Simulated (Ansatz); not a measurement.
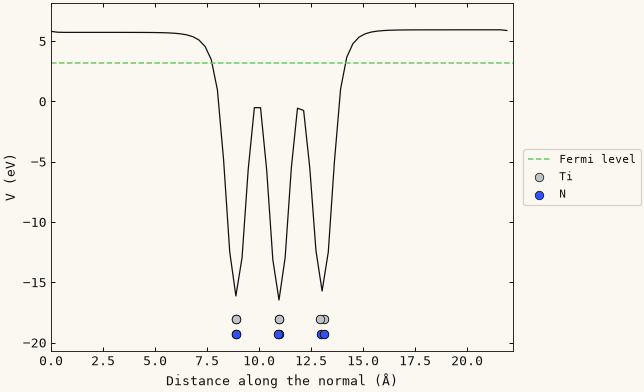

Plane-averaged electrostatic potential energy of an electron across the slab; circles at the bottom mark the heights of the atoms.

Calculation on a (100) slab cut from TiN (Fm-3m), ended by TiN planes, 24 atoms in the cell, the slab at its places in the relaxed adsorbed structure; a = 5.95 Å, b = 5.95 Å, c = 22.21 Å, α = 90.00°, β = 90.00°, γ = 90.00°.

Ansatz 0.2.0; DFT PBE+D3(BJ), scalar-relativistic, plane waves, PAW, no spin polarisation, 3×3×1 k mesh, 420 eV cutoff, Gaussian smearing of 0.1 eV.

Question: Read off the work function of each face.

Answer: The work function is 2.77 eV at the right face and 2.56 eV at the left.

Question: How thick are slab and vacuum?

Answer: The outermost atoms are 4.3 Å apart, which leaves 18.0 Å of vacuum in a cell 22.2 Å high.

Question: Do the two faces differ, and what does that say about the slab's dipole?

Answer: The vacuum levels differ by 0.21 eV, so the slab carries a dipole along its normal.

The atoms aren't at rest in this cell (largest force 2.4 eV/Å), so the relaxed material can differ.
